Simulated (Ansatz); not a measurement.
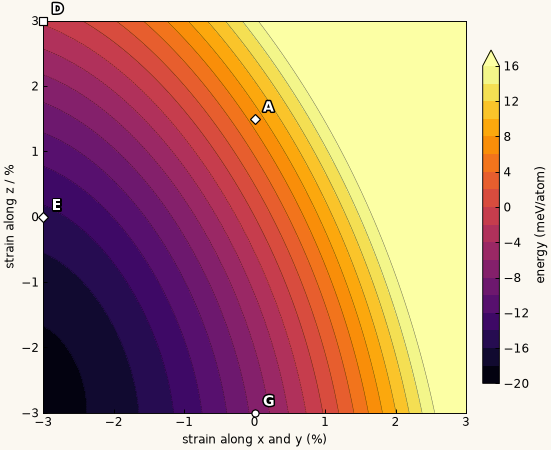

Ca (P6_3/mmc, No. 194; 2 atoms in the cell). The cell is strained homogeneously, by one strain along x and y and another along z, with fractional coordinates fixed (x along [1 0 0], z along [0 0 1] of the conventional cell). First axis: strain along x and y. Second axis: strain along z. The scan uses a 5 × 5 grid. Points are written as (first, second). Energies: meV/atom, counted from the unstrained cell. The reference cell is the one listed in the database, not relaxed at this level. Theory: DFT PBEsol, scalar-relativistic, plane waves, PAW in Ansatz. Settings: cutoff 420 eV, k-mesh 12×12×8 in the order of the run's cell vectors, gaussian smearing 0.15 eV, no spin polarisation.

Drawn: filled contours, one colour for all values above the top of the scale, lettered points. Between grid points the surface is interpolated.

Question: Is G the lowest point of the computed grid?

Answer: No. G lies 11.2 meV/atom above the lowest grid point, which is at (−3.0 %, −3.0 %).

Question: Rank the lettered points by energy, lowest first.

Answer: E (−14.5 meV/atom), G (−7.5 meV/atom), D (−1.6 meV/atom), A (6.9 meV/atom).
